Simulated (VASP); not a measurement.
**Ir: a changed input and its effect**

System: Ir (Fm-3m, 1 atom in the cell).
Method of run A: Kohn-Sham DFT of a periodic cell, PBE, VASP PAW PBE potentials, recommended, no spin polarisation (VASP 6.6.1).

The structure derives from an entry of the Crystallography Open Database. 

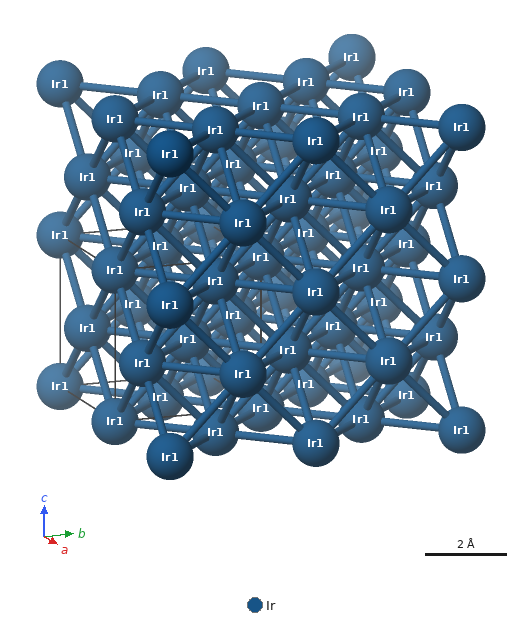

Fig. 1: The input geometry (ball-and-stick view of the cell 4 times as large as that of the calculation, set on its symmetry axes, repeated 2 × 2 × 2, seen slightly off an axis; atoms are numbered from 1 in the order of the input).

### INCAR, run A
```
PREC = Accurate
ENCUT = 520
EDIFF = 1E-7
ISMEAR = 0
SIGMA = 0.1
LREAL = False
LASPH = True
NELM = 100
ALGO = Fast
ISIF = 2
LWAVE = False
LCHARG = False
GGA = PE
```

### KPOINTS, run A
```
regular mesh
0
Gamma
  18 18 18
```

### POSCAR, run A
```
Ir                                      
1.0
    0.0000000000      1.9361735123      1.9361735123
    1.9361735123      0.0000000000      1.9361735123
    1.9361735123      1.9361735123      0.0000000000
  Ir            
     1
Direct
     0.0000000000000000    0.0000000000000000    0.0000000000000000
```

Command:
```bash
cat potpaw_PBE.64/Ir/POTCAR > POTCAR
mpirun -np 1 vasp_std > vasp.out
```

Hardware: 1 thread of Intel Xeon (Granite Rapids), 64 GiB of memory available, shared host.

### OSZICAR and lines of OUTCAR (run A)
```
N       E                     dE             d eps       ncg     rms          rms(c)
DAV:   1     0.430451786473E+02    0.43045E+02   -0.44796E+03  3192   0.102E+03
DAV:   2    -0.878316037844E+01   -0.51828E+02   -0.49852E+02  3144   0.206E+02
DAV:   3    -0.941575647061E+01   -0.63260E+00   -0.63145E+00  4464   0.308E+01
DAV:   4    -0.941953998520E+01   -0.37835E-02   -0.37829E-02  4040   0.178E+00
DAV:   5    -0.941956724046E+01   -0.27255E-04   -0.27255E-04  4640   0.913E-02    0.142E+01
RMM:   6    -0.893717974971E+01    0.48239E+00   -0.55280E-01  3141   0.115E+01    0.555E+00
RMM:   7    -0.885620649713E+01    0.80973E-01   -0.28744E-01  3260   0.577E+00    0.150E+00
RMM:   8    -0.885766162528E+01   -0.14551E-02   -0.35155E-02  3587   0.279E+00    0.130E+00
RMM:   9    -0.885688335746E+01    0.77827E-03   -0.82435E-03  3746   0.918E-01    0.795E-01
RMM:  10    -0.885360444195E+01    0.32789E-02   -0.79620E-03  3260   0.167E+00    0.401E-01
RMM:  11    -0.885377133915E+01   -0.16690E-03   -0.48493E-04  3548   0.298E-01    0.308E-01
RMM:  12    -0.885379186676E+01   -0.20528E-04   -0.14398E-04  3832   0.106E-01    0.272E-01
RMM:  13    -0.885379336353E+01   -0.14968E-05   -0.19021E-05  4146   0.396E-02    0.272E-01
RMM:  14    -0.885381504644E+01   -0.21683E-04   -0.54570E-06  3383   0.286E-02    0.181E-01
RMM:  15    -0.885380756959E+01    0.74769E-05   -0.36782E-05  4907   0.718E-02    0.361E-02
RMM:  16    -0.885380197859E+01    0.55910E-05   -0.55922E-06  3720   0.363E-02    0.195E-02
RMM:  17    -0.885380047805E+01    0.15005E-05   -0.10868E-05  3530   0.448E-02    0.336E-03
RMM:  18    -0.885380052879E+01   -0.50737E-07   -0.10938E-06  3523   0.126E-02    0.433E-03
RMM:  19    -0.885380053968E+01   -0.10892E-07   -0.17868E-07  2134   0.489E-03
   1 F= -.88538005E+01 E0= -.88511127E+01  d E =-.537576E-02
[... from OUTCAR:]
  free energy    TOTEN  =        -8.85380054 eV
  energy without entropy =       -8.84842478  energy(sigma->0) =       -8.85111266
 E-fermi :   9.9950     XC(G=0): -13.8349     alpha+bet :-15.3019
  free  energy   TOTEN  =        -8.8538005397 eV
  energy  without entropy=       -8.8484247841  energy(sigma->0) =       -8.85111266
```

The input of run B differs as follows (lines with − go, lines with + come):
```diff
-    0.0000000000      1.9361735123      1.9361735123
-    1.9361735123      0.0000000000      1.9361735123
-    1.9361735123      1.9361735123      0.0000000000
+    0.0000000000      1.8966486767      1.8966486767
+    1.8966486767      0.0000000000      1.8966486767
+    1.8966486767      1.8966486767      0.0000000000
```

How does run B compare with run A?

With the same functional and potentials, run B lies 65.3 meV per atom higher. The pressure goes from −0.04 to 25.44 GPa. The volume per atom goes from 14.52 to 13.65 Å³. The cell is scaled evenly with the atoms at fixed fractional positions, so −ΔP/Δ ln V estimates the bulk modulus midway between the two volumes: about 410 GPa. The number of SCF iterations is the same. The plane waves at Γ go from 399.0 to 378.0.

### OSZICAR and lines of OUTCAR (run B)
```
N       E                     dE             d eps       ncg     rms          rms(c)
DAV:   1     0.445133028701E+02    0.44513E+02   -0.45972E+03  3152   0.104E+03
DAV:   2    -0.872025188630E+01   -0.53234E+02   -0.51483E+02  3136   0.212E+02
DAV:   3    -0.932096521365E+01   -0.60071E+00   -0.60038E+00  4624   0.304E+01
DAV:   4    -0.932423716726E+01   -0.32720E-02   -0.32716E-02  3896   0.158E+00
DAV:   5    -0.932426354129E+01   -0.26374E-04   -0.26375E-04  4696   0.894E-02    0.169E+01
RMM:   6    -0.888272764182E+01    0.44154E+00   -0.44761E-01  3143   0.105E+01    0.697E+00
RMM:   7    -0.879146494634E+01    0.91263E-01   -0.26581E-01  3279   0.583E+00    0.143E+00
RMM:   8    -0.879272868753E+01   -0.12637E-02   -0.34015E-02  3608   0.270E+00    0.134E+00
RMM:   9    -0.879275511299E+01   -0.26425E-04   -0.85623E-03  3750   0.102E+00    0.764E-01
RMM:  10    -0.878816612733E+01    0.45890E-02   -0.86162E-03  3262   0.179E+00    0.806E-01
RMM:  11    -0.878850577379E+01   -0.33965E-03   -0.57101E-04  3522   0.309E-01    0.553E-01
RMM:  12    -0.878853425734E+01   -0.28484E-04   -0.15628E-04  3847   0.122E-01    0.443E-01
RMM:  13    -0.878853678109E+01   -0.25237E-05   -0.25988E-05  4162   0.457E-02    0.447E-01
RMM:  14    -0.878855975484E+01   -0.22974E-04   -0.37789E-06  3449   0.227E-02    0.349E-01
RMM:  15    -0.878855252453E+01    0.72303E-05   -0.71301E-05  5198   0.105E-01    0.823E-02
RMM:  16    -0.878854599007E+01    0.65345E-05   -0.66463E-06  3919   0.361E-02    0.275E-02
RMM:  17    -0.878854308082E+01    0.29092E-05   -0.37507E-06  3633   0.228E-02    0.145E-02
RMM:  18    -0.878854167422E+01    0.14066E-05   -0.36270E-06  3471   0.231E-02    0.795E-03
RMM:  19    -0.878854169759E+01   -0.23374E-07   -0.77778E-07  3360   0.953E-03
   1 F= -.87885417E+01 E0= -.87861641E+01  d E =-.475518E-02
[... from OUTCAR:]
  free energy    TOTEN  =        -8.78854170 eV
  energy without entropy =       -8.78378652  energy(sigma->0) =       -8.78616411
 E-fermi :  11.0877     XC(G=0): -14.2040     alpha+bet :-16.2786
  free  energy   TOTEN  =        -8.7885416976 eV
  energy  without entropy=       -8.7837865164  energy(sigma->0) =       -8.78616411
```

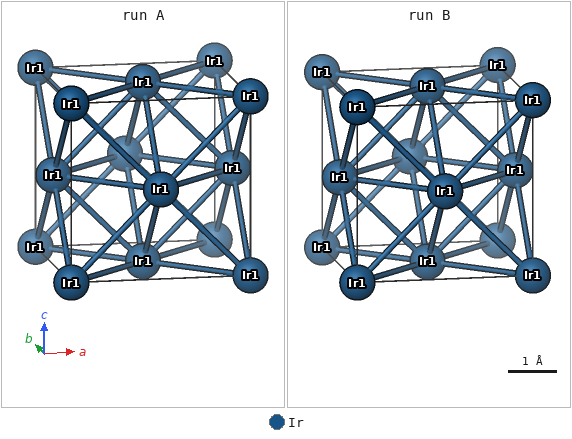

Fig. 2: The two input geometries at one scale (ball-and-stick view of the cell 4 times as large as that of the calculation, set on its symmetry axes, seen slightly off an axis). The atoms keep their places relative to the cell (all moves are under 0.005 Å). The drawn cell changes as follows: a = b = c 3.872 → 3.793 Å (−2.0 %); the volume changes by −6.0 %. Among the contacts that change: Ir1–Ir1 2.738 → 2.682 Å.

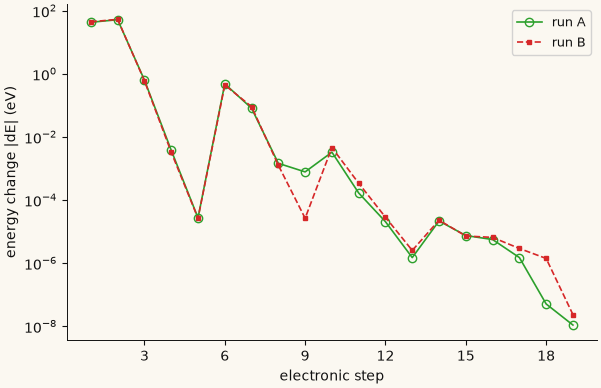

Fig. 3: Convergence of the two runs: energy change |dE| against the electronic step. Run A takes 19 steps in all, and run B takes 19.

### The two runs side by side

| quantity | run A | run B |
| --- | --- | --- |
| outcome | converged | converged |
| free energy per atom (eV) | −8.8538 | −8.7885 |
| energy per atom, smearing taken to zero (eV) | −8.8511 | −8.7862 |
| gap on the mesh (eV) | 0.00 | 0.00 |
| pressure (GPa) | −0.04 | 25.44 |
| volume per atom (Å³) | 14.52 | 13.65 |
| largest force (eV/Å) | 0.000 | 0.000 |
| SCF iterations | 19 | 19 |
| irreducible k-points | 195 | 195 |
| plane waves at Γ | 399 | 378 |

For both runs: Spin–orbit coupling is left out, which matters for Ir. For run B: The cell is under a pressure of 25 GPa at this level, so it is not at its equilibrium volume.
